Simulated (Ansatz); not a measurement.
Single-point calculation of Ti₂Co

System: Ti₂Co (Fd-3m, 6 atoms in the cell).
Method: DFT PBEsol, scalar-relativistic, plane waves, PAW, spin-polarised (Ansatz 0.2.0).

The structure derives from an entry of the Crystallography Open Database. Figures and captions count atoms from 1; the log counts them from 0 in places.

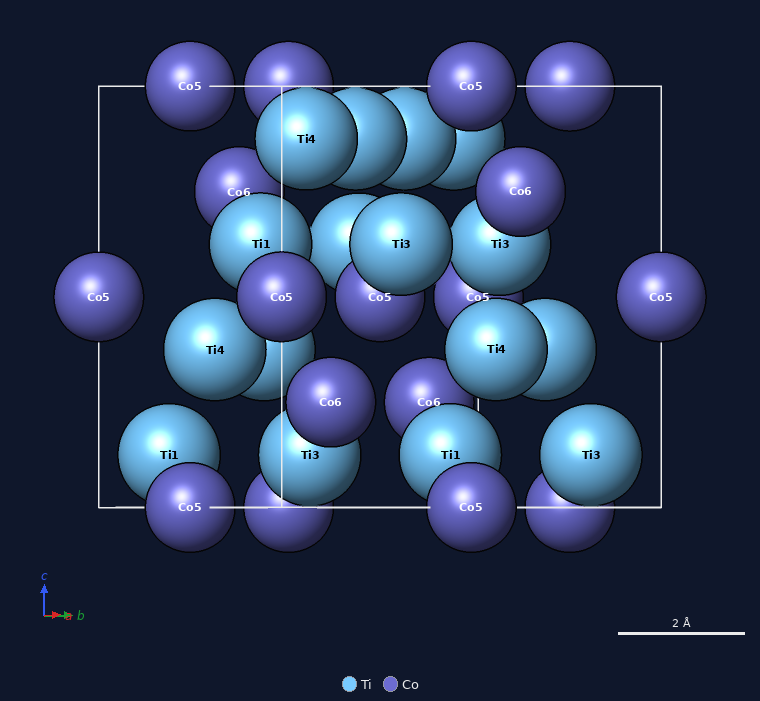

The structure as given in the input (spheres-only view of the cell 4 times as large as that of the calculation, set on its symmetry axes, seen at an oblique angle; atoms are numbered from 1 in the order of the input).

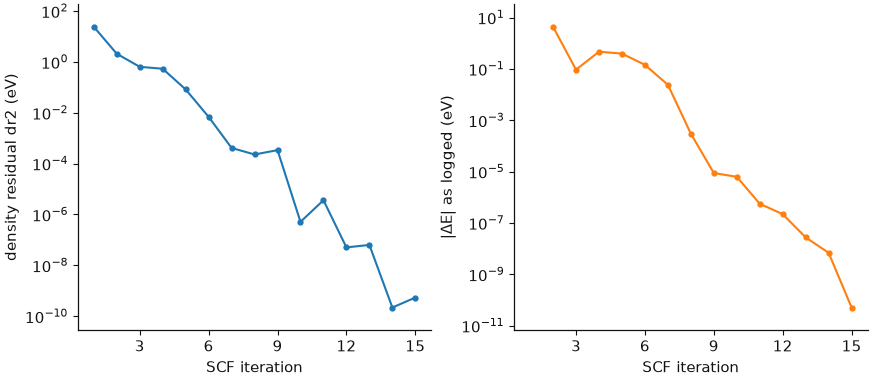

Convergence of the self-consistent field: density residual dr2 and size of the energy change against the SCF iteration. The residual falls unevenly and jumps up by a factor of two or more 2 times on the way down.

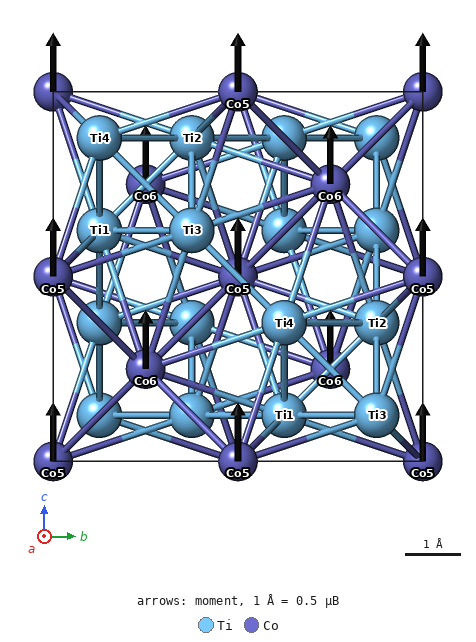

Magnetic moments of the sites as black arrows (ball-and-stick view of the cell 4 times as large as that of the calculation, set on its symmetry axes, along the a axis; atoms are numbered from 1 in the order of the input); small moments hardly show. The run is collinear, so the axis drawn is arbitrary. Site moments: Co5, Co6 (0.54 μB). They are counted near the atoms and needn't add up to the moment of the cell.

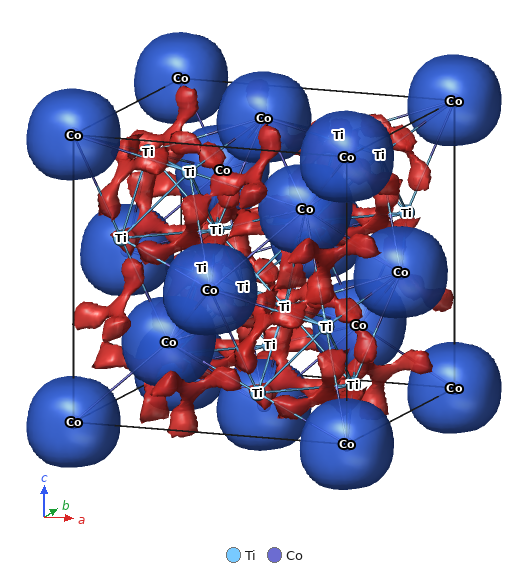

Isosurfaces of the spin density (up minus down) at +0.005 (blue) and −0.005 e/Å³ (red), seen slightly off an axis. Sticks mark near contacts. The outline is the cell set on symmetry axes. The cell of the calculation (6 atoms) carries 1.1 μB net. In a PAW calculation such maps are meaningful between the atoms, not at the nuclei.

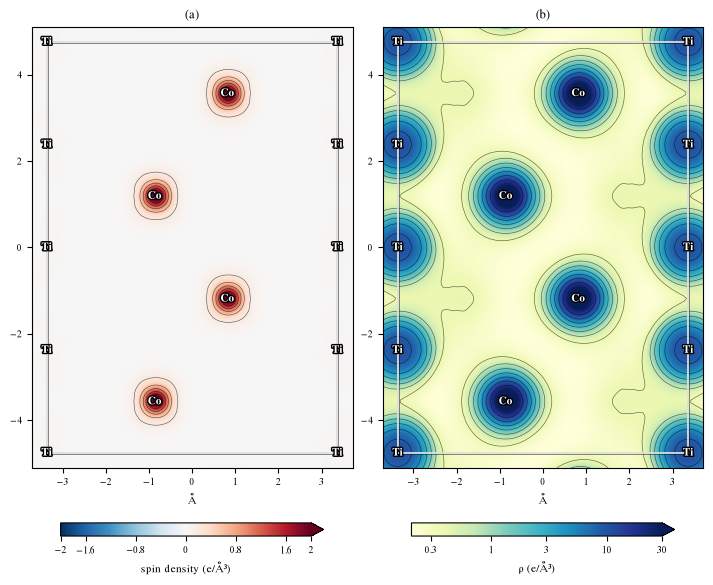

(a) spin density (up minus down); (b) valence charge density (pseudo) on the (101) plane of the conventional cell. Atoms in the plane: Ti and Co. Ti–Ti (2.38 Å): the density is about 0.39 e/Å³ at the midpoint. Ti–Co (2.79 Å): ρ is about 0.25 e/Å³ halfway. Co–Co (2.91 Å): ρ is about 0.21 e/Å³ halfway. Away from the nuclei the density in this plane falls to 0.2 e/Å³ at its lowest. The cell of the calculation (6 atoms) carries 1.1 μB net.

The input and output of the run follow.

### Input file
```yaml
crystal:
  lattice:
    - [0.0, 3.365, 3.365]
    - [3.365, 0.0, 3.365]
    - [3.365, 3.365, 0.0]
  atoms:
    - { symbol: Ti, position: [0.125, 0.125, 0.125] }
    - { symbol: Ti, position: [0.625, 0.125, 0.125] }
    - { symbol: Ti, position: [0.125, 0.125, 0.625] }
    - { symbol: Ti, position: [0.125, 0.625, 0.125] }
    - { symbol: Co, position: [0.5, 0.5, 0.5], spin: 0.65 }
    - { symbol: Co, position: [0.75, 0.75, 0.75], spin: 0.65 }
basis:
  ecutwfc: 420
kpoints:
  mp_grid: { grid: [10, 10, 10] }
hamiltonian:
  xc: pbesol
scf:
  occupations: { method: gaussian, width: 0.1 }
output:
  forces: true
  stress: true
  eigenvalues: true
  populations: true
  write_density: true
  write_potential: true
  elf: true
  volumetric_format: npy
magnetization:
  spin_polarized: true
```

Run as:
```bash
ansatz run input.yaml --threads 1 --pin off --max-ram 2560MiB --backend cpu --events-out ev --progress --plain --runs-dir out
```

### Log
```
Engine: ansatz 0.2.0, x86_64-unknown-linux-gnu
Pseudopotentials: kind: paw
Pseudopotential: Ti, paw, valence charge 12, recommended cutoff 420 eV (normal), Ti.paw.azcp
Pseudopotential: Co, paw, valence charge 17, recommended cutoff 420 eV (normal), Co.paw.azcp
Functional definition: PBEsol
  exchange = pbesol_x
  correlation = pbesol_c
Crystal: 6 atoms, lattice volume = 76.205 Å³
Basis set: ecut = 420 eV, 1459 PW (Γ), exchange–correlation on 64×64×64 points (8 copies of the dense FFT grid, shifted against one another)
Bands: 50, of which v1, the nominal top of the filled ones, is band 41 counted from 1 (40 counted from 0)
Symmetry: 48 space group operations
Space group: Fd-3m (ITA 227), of the structure as read, at distance tolerance 4.2e-5 Å
Magnetic group: BNS 227.128 (UNI 1630), of the structure as read, at distance tolerance 4.2e-5 Å
k-points: 47 of 1000
Non-local potential: Ti, projectors of the file, l = 0: 3, l = 1: 2, l = 2: 3, l = 3: 1
Non-local potential: Co, projectors of the file, l = 0: 3, l = 1: 2, l = 2: 3, l = 3: 1
PAW form: soft (Blöchl's): semilocal exchange-correlation on the pseudo side does not see the compensation charge
PAW frozen core: Ti, regenerated for the run's functional, and the local potential with it (the file was generated under x = pbe(κ = 0.804, μ = 0.2195149727645171), c = pbe(β = 0.06672455060314922))
PAW frozen core: Co, regenerated for the run's functional, and the local potential with it (the file was generated under x = pbe(κ = 0.804, μ = 0.2195149727645171), c = pbe(β = 0.06672455060314922))
PAW one-centre angular grid: Ti, 590 points (default); XC on 64 Gauss nodes
PAW one-centre angular grid: Co, 590 points (default); XC on 64 Gauss nodes
Initial density: superposition of atomic densities (chi_scale 0.1, normalization cell)
Starting moments: Σ|m| = 1.3 μB on 2 of 6 sites
Initial wavefunctions: pseudopotential atomic-orbital guess
Functional: x = pbesol(κ = 0.804, μ = 0.12345679012345678), c = pbesol(β = 0.046)
SCF iter   1: F=—  HF=-20082.033189 eV  |F-HF|=—  |Δ(HF+E_count)|=         —  Δρ=1.53e-1 (↑3.39e-2 ↓1.53e-1)  dr2=2.39e1  dr2_m=3.04e0  M=2.744 μB ∫|m|=3.160 μB  β_m=0.30  ethr=3.10e-3  ⟨swp⟩=4.7  Hψ=15370  notcnv=0  defer=1
Mixer restart at iter 1: flushing history
preconditioner: auto → Kerker (q_TF=auto, 2.762 Å⁻¹)  [metal: Δε(μ)=0.004 eV  Ē_g=3.618 eV  σ=0.100 eV  W_gap=0.02  n_scr=26 (ndim 8)  ℏωp=24.8 eV  f_vac=0.000  D(μ)=5.12/eV (n_scr^D=58)]
spin=Collinear: Kerker preconditioning applied to the charge; magnetization (m = ρ↑ − ρ↓) channel mixes plain (no charge-response kernel on spin).
SCF iter   2: F=—  HF=-20077.671331 eV  |F-HF|=—  |Δ(HF+E_count)|=    4.36e0  Δρ=5.36e-2 (↑5.36e-2 ↓4.89e-2)  dr2=2.08e0  dr2_m=1.51e0  M=2.487 μB ∫|m|=3.126 μB  β_m=0.35  ethr=3.10e-3  ⟨swp⟩=3.0  Hψ=10476  notcnv=0  defer=203
SCF iter   3: F=—  HF=-20077.578109 eV  |F-HF|=—  |Δ(HF+E_count)|=   9.32e-2  Δρ=2.35e-2 (↑2.35e-2 ↓1.63e-2)  dr2=6.39e-1  dr2_m=1.48e-1  M=2.143 μB ∫|m|=2.827 μB  β_m=0.45  ethr=2.54e-3  ⟨swp⟩=2.6  Hψ=7245  notcnv=0  defer=201
SCF iter   4: F=—  HF=-20078.045126 eV  |F-HF|=—  |Δ(HF+E_count)|=   4.67e-1  Δρ=3.13e-2 (↑7.78e-3 ↓3.13e-2)  dr2=5.35e-1  dr2_m=2.07e-1  M=1.590 μB ∫|m|=2.264 μB  β_m=0.36  ethr=7.79e-4  ⟨swp⟩=2.1  Hψ=6853  notcnv=0  defer=201
SCF iter   5: F=—  HF=-20078.439187 eV  |F-HF|=—  |Δ(HF+E_count)|=   3.94e-1  Δρ=8.07e-3 (↑8.07e-3 ↓4.80e-3)  dr2=8.24e-2  dr2_m=1.08e-2  M=1.536 μB ∫|m|=2.071 μB  β_m=0.57  ethr=6.52e-4  ⟨swp⟩=2.1  Hψ=6943  notcnv=0  defer=201
SCF iter   6: F=—  HF=-20078.582869 eV  |F-HF|=—  |Δ(HF+E_count)|=   1.44e-1  Δρ=3.65e-3 (↑2.89e-3 ↓3.65e-3)  dr2=6.87e-3  dr2_m=5.77e-3  M=1.251 μB ∫|m|=1.651 μB  β_m=0.79  ethr=1.01e-4  ⟨swp⟩=2.0  Hψ=7612  notcnv=0  defer=211
SCF iter   7: F=—  HF=-20078.606851 eV  |F-HF|=—  |Δ(HF+E_count)|=   2.40e-2  Δρ=1.28e-3 (↑1.28e-3 ↓6.80e-4)  dr2=4.13e-4  dr2_m=6.02e-4  M=1.157 μB ∫|m|=1.477 μB  β_m=0.89  ethr=8.38e-6  ⟨swp⟩=2.1  Hψ=8960  notcnv=0  defer=211
SCF iter   8: F=—  HF=-20078.607152 eV  |F-HF|=—  |Δ(HF+E_count)|=   3.00e-4  Δρ=8.12e-4 (↑8.12e-4 ↓2.62e-4)  dr2=2.28e-4  dr2_m=1.90e-4  M=1.139 μB ∫|m|=1.432 μB  β_m=0.95  ethr=5.03e-7  ⟨swp⟩=2.0  Hψ=6181  notcnv=0  defer=211
SCF iter   9: F=—  HF=-20078.607143 eV  |F-HF|=—  |Δ(HF+E_count)|=   8.80e-6  Δρ=3.43e-4 (↑3.10e-4 ↓3.43e-4)  dr2=3.38e-4  dr2_m=4.24e-6  M=1.139 μB ∫|m|=1.419 μB  β_m=0.89  ethr=2.78e-7  ⟨swp⟩=2.0  Hψ=6285  notcnv=0  defer=211
SCF iter  10: F=—  HF=-20078.607149 eV  |F-HF|=—  |Δ(HF+E_count)|=   6.27e-6  Δρ=6.06e-5 (↑6.06e-5 ↓5.00e-5)  dr2=5.11e-7  dr2_m=1.95e-6  M=1.138 μB ∫|m|=1.413 μB  β_m=0.95  ethr=2.78e-7  ⟨swp⟩=2.0  Hψ=6165  notcnv=0  defer=211
SCF iter  11: F=—  HF=-20078.607150 eV  |F-HF|=—  |Δ(HF+E_count)|=   5.60e-7  Δρ=6.45e-5 (↑1.79e-5 ↓6.45e-5)  dr2=3.63e-6  dr2_m=4.87e-7  M=1.139 μB ∫|m|=1.413 μB  β_m=0.95  ethr=6.23e-10  ⟨swp⟩=2.0  Hψ=8638  notcnv=0  defer=211
SCF iter  12: F=—  HF=-20078.607150 eV  |F-HF|=—  |Δ(HF+E_count)|=   2.20e-7  Δρ=1.80e-5 (↑1.80e-5 ↓9.40e-6)  dr2=5.07e-8  dr2_m=1.20e-7  M=1.139 μB ∫|m|=1.413 μB  β_m=0.97  ethr=6.23e-10  ⟨swp⟩=2.0  Hψ=8639  notcnv=0  defer=211
SCF iter  13: F=—  HF=-20078.607150 eV  |F-HF|=—  |Δ(HF+E_count)|=   2.75e-8  Δρ=6.99e-6 (↑2.23e-6 ↓6.99e-6)  dr2=6.33e-8  dr2_m=5.32e-9  M=1.139 μB ∫|m|=1.413 μB  β_m=0.97  ethr=6.18e-11  ⟨swp⟩=2.0  Hψ=7505  notcnv=0  defer=211
SCF iter  14: F=—  HF=-20078.607150 eV  |F-HF|=—  |Δ(HF+E_count)|=   6.88e-9  Δρ=6.31e-7 (↑6.31e-7 ↓2.75e-7)  dr2=2.19e-10  dr2_m=7.69e-11  M=1.140 μB ∫|m|=1.413 μB  β_m=0.99  ethr=6.18e-11  ⟨swp⟩=2.0  Hψ=6117  notcnv=0  defer=211
SCF iter  15: F=-20078.607150 eV  HF=-20078.607150 eV  |F-HF|=4.51e-10  |Δ(HF+E_count)|=  5.09e-11  Δρ=7.26e-7 (↑1.88e-7 ↓7.26e-7)  dr2=5.41e-10  dr2_m=1.06e-10  M=1.140 μB ∫|m|=1.413 μB  ethr=1.00e-12  ⟨swp⟩=10.0  Hψ=23687  notcnv=0
SCF 1 converged in 15 iterations: F = -20078.607150 eV  dr2 = 5.41e-10
  greatest PAW one-centre occupation: 1.000 electrons in one spin orbital (limit 2), on the Co atom at site 5 (counted from 0), in its partial waves of l = 0
SCF converged after 15 iterations
Magnetization: 1.1395 μB (41.5698 up, 40.4302 down)
Absolute magnetization: 1.4299 μB (∫|ρ↑−ρ↓|, with the PAW one-centre terms)
Spin contamination: 0.0645 ħ² per cell (⟨S²⟩ above its minimum at these occupations)
Per-site moments (μB) at R_I (Å): [(0.0330688517299032, 0.981508406460752), (0.03306885172990315, 0.981508406460752), (0.03306885172990306, 0.981508406460752), (0.03306885172990332, 0.981508406460752), (0.5386285863664784, 1.1509206245156731), (0.5386285863664789, 1.1509206245156731)]
Free energy (F): -20078.607150 eV
Harris-Foulkes:  -20078.607150 eV  (|F-HF|=4.51e-10)
Internal energy: -20078.562755 eV  (E = F + TS)
E sigma→0 (E₀):  -20078.584952 eV
Entropy (-TS):   -0.044395 eV (-7.399 meV/atom)
Fermi energy:    17.064326 eV
--- Per-component energies (eV) ---
  E_band       = -937.629999
  E_kinetic    = 2032.336269
  E_local      = -8945.189111  (includes V_loc(G=0)·N_el)
  E_nonlocal   = 952.905935
  E_hartree    = 3797.519253
  E_xc         = -711.517289
  E_vxc        = -907.424441  (∫ρ·V_xc dr)
  E_paw        = -7060.746157  (= ΣΔE_a)
  E_vpaw       = -1665.299035  (= ΣTr[D̂ρ^β])
  E_aug_tail   = 0.000560  (compensation charges beyond the density's cutoff)
  E_ewald      = -10144.806592
  E_core_change = 0.934376  (= ΣΔE_core)
  E_smearing   = -0.044395  (= −TS)
  E_closure    = 0.000000  (closes the sum)
  Σ components = -20078.607150   (vs F -20078.607150, Δ=0.00e0)
--- Forces (eV/Å), atoms counted from 1 ---
  atom   1  Ti     0.00000000    -0.00000000     0.00000000
  atom   2  Ti     0.00000000    -0.00000000    -0.00000000
  atom   3  Ti     0.00000000    -0.00000000    -0.00000000
  atom   4  Ti     0.00000000    -0.00000000     0.00000000
  atom   5  Co    -0.00000000    -0.00000000     0.00000000
  atom   6  Co     0.00000000    -0.00000000     0.00000000
  max |Σ_I F_I| component: 4.63e-18 eV/Å
--- Stress (GPa, compression-positive) ---
       15.991298      -0.000000      -0.000000
       -0.000000      15.991298      -0.000000
        0.000000       0.000000      15.991298
  P = ⅓ Tr σ = 15.9913 GPa (159.913 kbar)
--- Band table (eV; the first three rows and the last of 94) ---
  k-point 0 ↑: bands = ["-77.4452", "-77.4412", "-40.8433", "-40.8433", "-40.8433", "-40.8275", "-40.8275", "-40.8275", "-38.9651", "-38.2360", "-38.2360", "-38.2360", "-17.1745", "-15.7138", "-15.7138", "-15.7138", "-15.2401", "-15.2401", "-14.1548", "-14.1548", "-14.1548", "-13.9217", "-13.9217", "-13.9217", "10.5113", "12.6897", "14.3688", "14.3688", "14.3688", "14.7285", "14.7285", "14.7285", "15.3428", "15.3428", "15.7691", "15.7691", "15.7691", "15.8645", "15.8645", "16.9640", "16.9640", "16.9640", "16.9922", "16.9922", "21.0819", "21.0819", "21.0819", "21.3568", "21.3568", "21.3568"]
  k-point 1 ↑: bands = ["-77.4451", "-77.4413", "-40.8434", "-40.8434", "-40.8432", "-40.8277", "-40.8273", "-40.8273", "-38.9524", "-38.2502", "-38.2361", "-38.2361", "-17.1289", "-15.7033", "-15.6924", "-15.6924", "-15.2304", "-15.2304", "-14.1821", "-14.1821", "-14.1547", "-13.9918", "-13.9307", "-13.9307", "10.6306", "12.7983", "14.4007", "14.4007", "14.4088", "14.5647", "14.7753", "14.7753", "15.3701", "15.3701", "15.7826", "15.7826", "15.8116", "15.8928", "15.8928", "16.9489", "16.9604", "16.9604", "17.0337", "17.0337", "20.7472", "20.8602", "20.8602", "21.0642", "21.1136", "21.1136"]
  k-point 2 ↑: bands = ["-77.4449", "-77.4415", "-40.8438", "-40.8438", "-40.8432", "-40.8283", "-40.8270", "-40.8270", "-38.9165", "-38.2902", "-38.2364", "-38.2364", "-17.0034", "-15.6664", "-15.6368", "-15.6368", "-15.1956", "-15.1956", "-14.2696", "-14.2696", "-14.1909", "-14.1545", "-13.9476", "-13.9476", "10.9783", "13.0855", "14.2194", "14.4785", "14.4785", "14.5195", "14.9084", "14.9084", "15.4102", "15.4102", "15.8315", "15.8529", "15.8529", "15.9686", "15.9686", "16.9048", "16.9102", "16.9102", "17.2256", "17.2256", "19.8215", "20.1651", "20.1651", "20.7154", "20.9445", "20.9445"]
  k-point 46 ↓: bands = ["-76.8175", "-76.8175", "-40.2358", "-40.2358", "-40.2240", "-40.2240", "-40.2127", "-40.2127", "-38.5766", "-38.5766", "-38.2049", "-38.2049", "-15.9530", "-15.9530", "-15.2658", "-15.2658", "-14.8941", "-14.8941", "-14.8478", "-14.8478", "-14.4150", "-14.4150", "-14.1071", "-14.1071", "13.5212", "13.5212", "14.5488", "14.5488", "15.3799", "15.3799", "15.5098", "15.5098", "15.9477", "15.9477", "16.0378", "16.0378", "16.4142", "16.4142", "16.8696", "16.8696", "16.9618", "16.9618", "17.9976", "17.9976", "18.4779", "18.4779", "18.9801", "18.9801", "19.7278", "19.7278"]
--- Löwdin populations: 6 sites ---
  site symbol       q [e]    m [muB]
     0     Ti     11.9699     0.0230
     1     Ti     11.9699     0.0230
     2     Ti     11.9699     0.0230
     3     Ti     11.9699     0.0230
     4     Co     16.6783     0.5420
     5     Co     16.6783     0.5420
  spilling = 0.009313 (of n_electrons = 82.000000)
```

### File populations.tsv
```
# site	symbol	l	j	q_up	q_dn
# orbitals = lowdin
# n_electrons = 82.000000
# spilling = 0.009313
0	Ti	0_3S	-	0.929384	0.928522
0	Ti	0_4S	-	0.422302	0.430721
0	Ti	1_3P	-	2.975105	2.975379
0	Ti	2_3D	-	1.669668	1.638849
1	Ti	0_3S	-	0.929384	0.928522
1	Ti	0_4S	-	0.422302	0.430721
1	Ti	1_3P	-	2.975105	2.975379
1	Ti	2_3D	-	1.669668	1.638849
2	Ti	0_3S	-	0.929384	0.928522
2	Ti	0_4S	-	0.422302	0.430721
2	Ti	1_3P	-	2.975105	2.975379
2	Ti	2_3D	-	1.669668	1.638849
3	Ti	0_3S	-	0.929384	0.928522
3	Ti	0_4S	-	0.422302	0.430721
3	Ti	1_3P	-	2.975105	2.975379
3	Ti	2_3D	-	1.669668	1.638849
4	Co	0_3S	-	0.992219	0.992353
4	Co	0_4S	-	0.415636	0.412566
4	Co	1_3P	-	2.998154	2.998244
4	Co	2_3D	-	4.204176	3.664975
5	Co	0_3S	-	0.992219	0.992353
5	Co	0_4S	-	0.415636	0.412566
5	Co	1_3P	-	2.998154	2.998244
5	Co	2_3D	-	4.204176	3.664975
```

### Summary

```csv
quantity,value
outcome,converged
space group (tolerance 0.01 Å),Fd-3m (227)
electrons treated,82
free energy,−20078.6071 eV
Fermi energy,17.064 eV
gap on the k-point mesh,none (metallic)
net moment of the cell,1.14 μB
integrated absolute moment,1.43 μB
pressure,15.99 GPa
largest force (length of the vector),under 0.001 eV/Å
hardware,"1 thread of Intel Xeon @ 2.50GHz (Skylake/Cascade Lake), 192 GiB of memory available, shared host"
wall time,63 s
peak memory,0.64 GiB
```

The cell is under a pressure of 16.0 GPa at this level, so it is not at its equilibrium volume.
